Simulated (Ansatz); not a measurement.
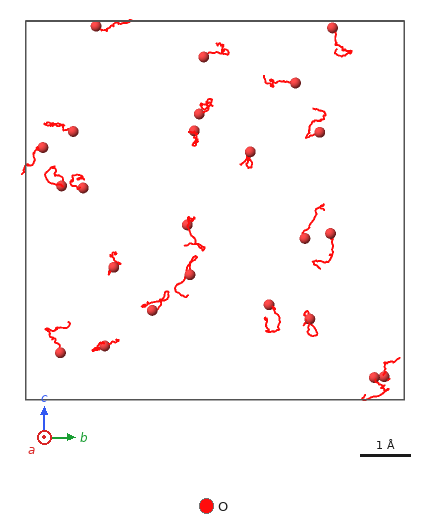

A Born-Oppenheimer molecular dynamics run of a periodic cell with 12 O2 at 1.413 g/cm³, 290 fs long. It starts from the last geometry of an earlier run, with fresh velocities. Lines trace each atom's path, in the colour of its element; spheres stand at the starting positions. Seen along the a axis in the simulation cell.

The calculation used Ansatz 0.2.0, DFT PBE-D3(BJ), scalar-relativistic, plane waves, PAW. Set-up: plane-wave cutoff 420 eV; k-point mesh 1 × 1 × 1; Fermi-Dirac smearing 0.02 eV; spin collinear; low-accuracy preset; Langevin thermostat (NVT); set temperature 300 K; time step 1 fs; friction 0.05 per fs.

**What do the traces tell about the motion?**

In the second half of the run the atoms are, in the root-mean-square, this far from where they began (common drift taken out): O 0.48 Å. The heavy atoms stay within a fraction of a molecule's size of their starting places; so short a run doesn't tell a liquid from a solid. The mean temperature in the second half is 319 K (standard deviation 45 K). The potential energy in the second half lies on average 3.0 meV per atom above the first frame.

Limits of the set-up: the program's low-accuracy preset was used; the periodic images lie only 7.7 Å apart, so the values are limited by the cell's size.
